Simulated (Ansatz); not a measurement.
This input was run:

```
crystal:
  lattice:
    - [4.0985856014, 0.0, 0.0]
    - [-2.0492928007, 3.5494792504, 0.0]
    - [0.0, 0.0, 4.9821008425]
  atoms:
    - { symbol: Al, position: [0.0, 0.0, 0.0] }
    - { symbol: Al, position: [0.3333333333, 0.6666666667, 0.3515059809] }
    - { symbol: Al, position: [0.6666666667, 0.3333333333, 0.6484940191] }
    - { symbol: Cu, position: [0.3333333333, 0.6666666667, 0.8422899817] }
    - { symbol: Cu, position: [0.6666666667, 0.3333333333, 0.1577100183] }
basis:
  ecutwfc: 420
kpoints:
  mp_grid: { grid: [12, 12, 8] }
  band_path:
    path:
      - [[0.0, 0.0, 0.0], [0.5, 0.0, 0.0], [0.33333333, 0.33333333, 0.0], [0.0, 0.0, 0.0], [0.0, 0.0, 0.5], [0.5, 0.0, 0.5], [0.33333333, 0.33333333, 0.5], [0.0, 0.0, 0.5]]
      - [[0.5, 0.0, 0.5], [0.5, 0.0, 0.0]]
      - [[0.33333333, 0.33333333, 0.5], [0.33333333, 0.33333333, 0.0]]
    npoints: 14
hamiltonian:
  xc: pbesol
scf:
  occupations: { method: gaussian, width: 0.1 }
  n_extra_bands: 12
output:
  forces: true
  stress: true
  eigenvalues: true
  populations: true
  dos: { projected: true, de: 0.02, nscf_kmesh: { grid: [18, 18, 12] } }
  bader: true
```

Launched with:
```bash
ansatz run input.yaml --threads 1 --pin off --max-ram 2560MiB --backend cpu --events-out ev --progress --plain --runs-dir out
```

Predict the main features of the band structure and density of states. The path is Γ–M–K–Γ–A–L–H–A|L–M|H–K.

A metal: bands cross the Fermi level along this path. At L the nearest levels lie 0.17 eV below and 0.73 eV above the Fermi level. The density of states at the Fermi level is about 1.2 per eV and cell (mean within 0.25 eV), or 0.25 per atom. By projected weight, the states within 0.3 eV of the Fermi level are Al 3p (60 %), Al 3s (20 %) and Cu 3d (10 %).

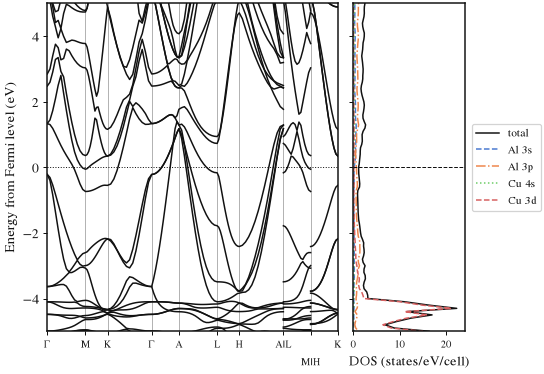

Band structure and density of states. Energies are counted from the Fermi level. The partial curves are projected on Löwdin-orthogonalised atomic shells.
